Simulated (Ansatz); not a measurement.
# Geometry relaxation of InP (part 2 of 2)

InP (2 atoms in the cell); DFT r2SCAN, scalar-relativistic, plane waves, PAW, no spin polarisation (Ansatz 0.2.0); cutoff 500 eV, 8×8×8 k-mesh, Gaussian smearing of 0.02 eV. The structure derives from an entry of the Crystallography Open Database.

Geometry of the input (Å; fractional positions):
```
0.0000  -2.9305  -2.9305
2.9305  0.0000  -2.9305
2.9305  -2.9305  0.0000
P  0.5000  0.5000  0.5000
In 0.7500  0.7500  0.7500
```

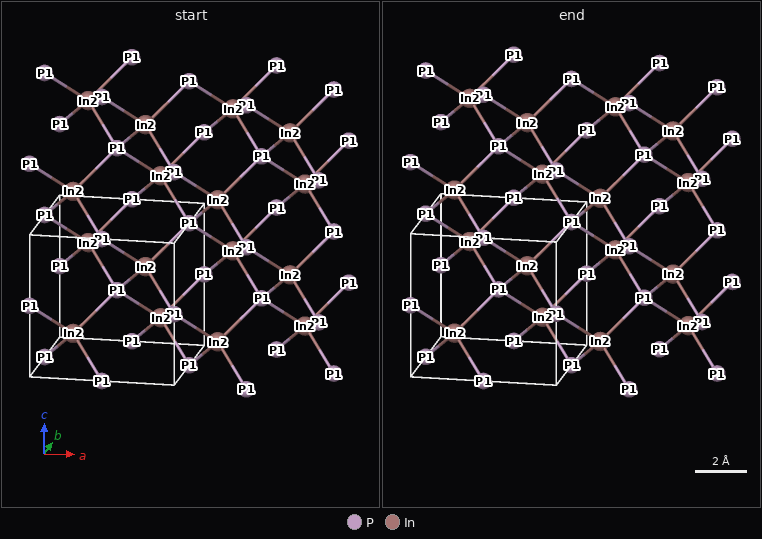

Before (left) and after (right) the relaxation, at one scale (ball-and-stick view of the cell 4 times as large as that of the calculation, set on its symmetry axes, repeated 2 × 1 × 2, seen slightly off an axis). The atoms keep their places relative to the cell (all moves are under 0.005 Å). The volume changes by +2.4 %, with a = b = c 5.861 → 5.907 Å (+0.8 %). Distances before and after: P1–In2 2.538 → 2.558 Å. The space group stays F-43m (No. 216). After 2 geometry steps the energy has fallen by 6.0 meV per cell of the calculation. All forces vanish by symmetry, so only the cell relaxes. The pressure goes from 1.68 to −0.01 GPa. A last SCF at the same geometry on a re-selected plane-wave basis shifts the energy by −0.1 meV per cell of the calculation. (Atoms are counted from 1 in the order of the input.)

```
basis re-selected at this cell: Δ(F+E_penalty+E_count) = -1.148e-4 eV, ΔP = +0.002 GPa vs the last step (what re-selecting the basis moved, of the pressure what is left beyond the Pulay correction that the steps carried, after the strain that the cell walked since its last selection, with what the two solves' SCF thresholds leave and, on support functions, any second-order correction that the steps lacked; it is no measure of the basis error at this ecutwfc). This SCF's stress stands 1.13e-2 GPa from its target on what of the cell is left free (relax.cell.stress_tol is 5.00e-2 GPa) and its largest allowed force component is 8.79e-17 eV/Å (relax.f_tol is 5.00e-3 eV/Å): within both
SCF converged after 4 iterations
Free energy (F): -6371.738031 eV
Harris-Foulkes:  -6371.738031 eV  (|F-HF|=8.19e-12)
Internal energy: -6371.738031 eV  (E = F + TS)
E sigma→0 (E₀):  -6371.738031 eV
Fermi energy:    7.035709 eV
--- Per-component energies (eV) ---
  E_band       = -66.019647
  E_kinetic    = 312.659051
  E_local      = -1413.855405  (includes V_loc(G=0)·N_el)
  E_nonlocal   = 401.509692
  E_hartree    = 558.384827
  E_xc         = -258.755641
  E_vxc        = -170.897172  (∫ρ·V_xc dr)
  E_paw        = -4761.381352  (= ΣΔE_a)
  E_vpaw       = -322.417127  (= ΣTr[D̂ρ^β])
  E_aug_tail   = 0.000008  (compensation charges beyond the density's cutoff)
  E_vtau       = 10.211736  (kinetic-family band-sum trace: ∫τ·v_τ [+ j·A + Jᵃ·Aᵃ] dr)
  E_ewald      = -1211.173914
  E_core_change = 0.874704  (= ΣΔE_core)
  E_smearing   = -0.000000  (= −TS)
  E_closure    = 0.000000  (closes the sum)
  Σ components = -6371.738031   (vs F -6371.738031, Δ=0.00e0)
--- Forces (eV/Å), atoms counted from 1 ---
  atom   1  P      0.00000000     0.00000000     0.00000000
  atom   2  In    -0.00000000    -0.00000000    -0.00000000
  max |Σ_I F_I| component: 1.85e-17 eV/Å
--- Stress (GPa, compression-positive) ---
       -0.011346      -0.000000       0.000000
       -0.000000      -0.011346       0.000000
       -0.000000       0.000000      -0.011346
  P = ⅓ Tr σ = -0.0113 GPa (-0.113 kbar)
--- Band table (eV; the first three rows and the last of 29) ---
  k-point 0: bands = ["-8.1404", "-8.1404", "-8.1404", "-7.9845", "-7.9845", "-5.3137", "6.5217", "6.5217", "6.5217", "7.5493", "10.9477", "10.9477", "10.9477"]
  k-point 1: bands = ["-8.1595", "-8.1330", "-8.1330", "-7.9843", "-7.9843", "-5.1328", "5.0248", "6.3377", "6.3377", "8.4586", "11.0964", "11.2274", "11.2274"]
  k-point 2: bands = ["-8.2031", "-8.1172", "-8.1172", "-7.9817", "-7.9817", "-4.6298", "3.0832", "5.9668", "5.9668", "8.6209", "11.6544", "11.6544", "12.2007"]
  k-point 28: bands = ["-8.2953", "-8.0790", "-8.0444", "-8.0040", "-7.9693", "-2.8675", "0.9078", "3.5612", "3.6264", "11.0924", "11.2087", "12.4958", "13.0962"]
--- Relaxed structure (3 steps of the walk, 3 accepted, 1 SCFs on fresh bases) ---
  F+E_penalty+E_count = -6371.73803090 eV   max|allowed force component| = 8.789e-17 eV/Å   (the final SCF, on the basis selected at the relaxed cell)
  cell:  # Å, volume = 51.5313 Å³
    - [3.006269499408398e-33, -2.953568923923307, -2.953568923923307]
    - [2.953568923923307, -1.0853142430067606e-32, -2.953568923923307]
    - [2.953568923923307, -2.953568923923307, -1.2942244963554797e-32]
  atoms:
    - { symbol: P, position: [0.49999999999999994, 0.49999999999999994, 0.49999999999999994] }
    - { symbol: In, position: [0.75, 0.75, 0.75] }
```

### Trajectory as extended XYZ (Å, eV, eV/Å), 4 frames, from step=1 to step=4
```
2
Lattice="0.0000 -2.9305 -2.9305 2.9305 0.0000 -2.9305 2.9305 -2.9305 0.0000" Properties=species:S:1:pos:R:3:forces:R:3 step=1 energy=-6371.73192 pressure_GPa=1.68
P     2.9305   -2.9305   -2.9305    0.0000   0.0000   0.0000
In    4.3957   -4.3957   -4.3957    0.0000   0.0000   0.0000
2
Lattice="0.0000 -2.9581 -2.9581 2.9581 0.0000 -2.9581 2.9581 -2.9581 0.0000" Properties=species:S:1:pos:R:3:forces:R:3 step=2 energy=-6371.73764 pressure_GPa=-0.33
P     2.9581   -2.9581   -2.9581    0.0000   0.0000   0.0000
In    4.4372   -4.4372   -4.4372    0.0000   0.0000   0.0000
2
Lattice="0.0000 -2.9536 -2.9536 2.9536 0.0000 -2.9536 2.9536 -2.9536 0.0000" Properties=species:S:1:pos:R:3:forces:R:3 step=3 energy=-6371.73792 pressure_GPa=-0.01
P     2.9536   -2.9536   -2.9536    0.0000   0.0000   0.0000
In    4.4304   -4.4304   -4.4304    0.0000   0.0000   0.0000
2
Lattice="0.0000 -2.9536 -2.9536 2.9536 0.0000 -2.9536 2.9536 -2.9536 0.0000" Properties=species:S:1:pos:R:3:forces:R:3 step=4 energy=-6371.73803 pressure_GPa=-0.01
P     2.9536   -2.9536   -2.9536    0.0000   0.0000   0.0000
In    4.4304   -4.4304   -4.4304    0.0000   0.0000   0.0000
```

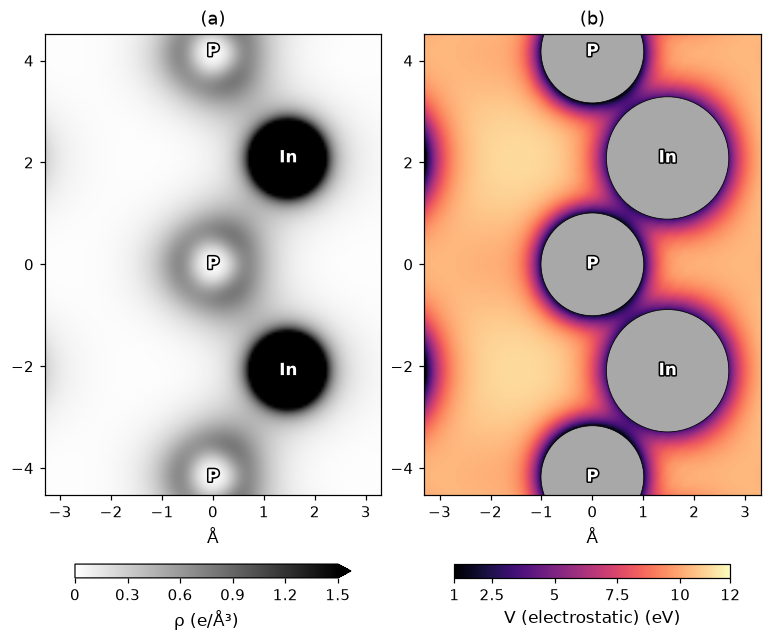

(a) valence pseudo-density; (b) electrostatic potential (local pseudopotential plus Hartree) felt by an electron on the (110) plane of the conventional cell. Grey discs, where drawn, cover atomic cores. Atoms in the plane: P and In. In–P (2.56 Å): the density is about 0.45 e/Å³ at the midpoint. Away from the nuclei the density in this plane falls to 0.01 e/Å³ at its lowest. Outside the cores the potential energy rises away from the atoms and is highest about 2.5 Å from the nearest atoms; outside the discs it spans about 10 eV, and its zero is arbitrary. Core electrons are frozen (PAW), so the fields are smoothed inside the atomic spheres.

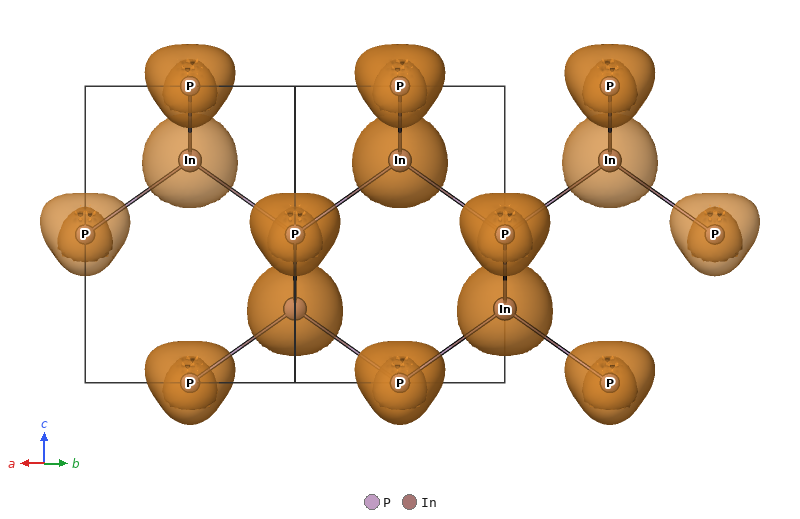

Isosurface of the valence charge density (pseudo) at 0.6 e/Å³ (orange), seen along [110]. Sticks mark near contacts. The outline is the cell set on symmetry axes. At this value the density breaks into separate islands; it holds about 60 % of the electrons treated as valence (semicore included). It is pinched off along the In–P (2.56 Å) contacts. On the grid the lowest density along these lines, outside the cores, is 0.44 e/Å³ (In–P, 2.56 Å).

### Key numbers

| quantity | value |
| --- | --- |
| outcome | converged |
| space group (tolerance 0.01 Å) | F-43m (216) |
| electrons treated | 18 |
| free energy | −6371.7380 eV |
| Fermi energy | 7.036 eV |
| gap on the k-point mesh | 1.03 eV |
| pressure | −0.01 GPa |
| final volume | 51.53 Å³ |
| largest force (length of the vector) at the end | under 0.001 eV/Å |
| final cell | a = 4.177 Å, b = 4.177 Å, c = 4.177 Å, α = 60.00°, β = 60.00°, γ = 60.00° |
| wall time | 26 s (CPU time 48 s) |
| peak memory | 0.52 GiB |
